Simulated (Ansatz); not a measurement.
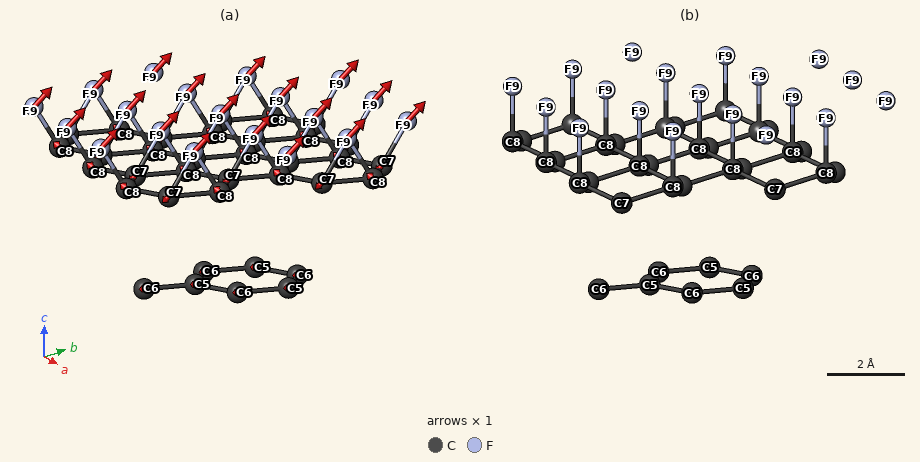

The structure of a slab of composition C8F (cut from the P6_3/mmc phase) before (left) and after (right) a constrained relaxation, at one scale. The red arrows give the displacements, at their true length.

The picture is a ball-and-stick view of the atoms within 5.0 Å of the atom that moves most (axes of the 2 × 3 repeat of the cell, outlined in the plane, without the vacuum), seen slightly off an axis.

Case: F put at a bridge C-C site. The slab is the (0 0 1) face of C with F on it. 4 atoms are held fixed.

These are results of DFT PBE+D3(BJ), scalar-relativistic, plane waves, PAW (Ansatz 0.2.0), not measurements.

Input file:
```yaml
crystal:
  lattice:
    - [2.464979667, 0.0, 0.0]
    - [-1.2324898335, 2.1347350114, 0.0]
    - [0.0, 0.0, 29.1076495408]
  atoms:
    - { symbol: C, position: [0.0, 0.0, 0.2920194646] }
    - { symbol: C, position: [0.6666666667, 0.3333333333, 0.2920194566] }
    - { symbol: C, position: [0.0, 0.0, 0.4077696707] }
    - { symbol: C, position: [0.3333333333, 0.6666666667, 0.4077696627] }
    - { symbol: C, position: [0.0, 0.0, 0.5235198769] }
    - { symbol: C, position: [0.6666666667, 0.3333333333, 0.5235198689] }
    - { symbol: C, position: [0.0, 0.0, 0.6392700831] }
    - { symbol: C, position: [0.3333333333, 0.6666666667, 0.6392700751] }
    - { symbol: F, position: [0.1666666667, 0.3333333333, 0.6784350455] }
basis:
  ecutwfc: 420
kpoints:
  mp_grid: { grid: [12, 12, 1] }
hamiltonian:
  xc: pbe
  dispersion: d3bj
scf:
  occupations: { method: gaussian, width: 0.1 }
output:
  forces: true
  eigenvalues: true
  write_density: true
  write_potential: true
  elf: true
  volumetric_format: npy
relax:
  adjacent_minimum: "off"
  f_tol: 0.03
  max_steps: 70
  constraints: [{ sites: [0, 1, 2, 3] }]
efield:
  axis: 3
  dipole_correction: true
  ramp_width: 0.04
```

Run as
```bash
ansatz run input.yaml --threads 2 --pin off --max-ram 5120MiB --backend cpu --events-out ev --progress --plain --runs-dir out
```

Question: Describe what moved and what it gained.

Answer: The largest move is that of F9, 0.72 Å at 46° to the normal (+c side). By element the largest moves are F 0.72 Å, C 0.25 Å. The cell doesn't change. Some distances before and after: C7–F9 1.344 → 2.292 Å, C8–F9 1.344 → 1.478 Å, C7–C8 1.423 → 1.458 Å. Bonds break, among them: C7–F9 (1.34 → 2.29 Å). Among the angles between lasting bonds that change: C7–C8–F9 58.0° → 102.6°, C8–C7–C8 120.0° → 115.4°, C7–C8–F9 105.4° → 102.6°. Over 14 accepted moves (16 points after the start) the energy falls by 4.803 eV per cell of the calculation. The largest force component goes from 20 to 0.015 eV/Å. 2 steps only repeated the SCF at the same geometry. The forces were under the threshold at step 10, but the run went on from there. The run may lie on a higher electronic state than the lowest, so the end point isn't shown to be the ground-state structure. Cost: 3.5 min on 2 threads of Arm Neoverse V2 (shared host), peak memory 0.47 GiB.

Limits of the set-up: the cell has an odd number of electrons but was run without spin polarisation; the periodic images lie only 2.5 Å apart, so the values are limited by the cell's size.
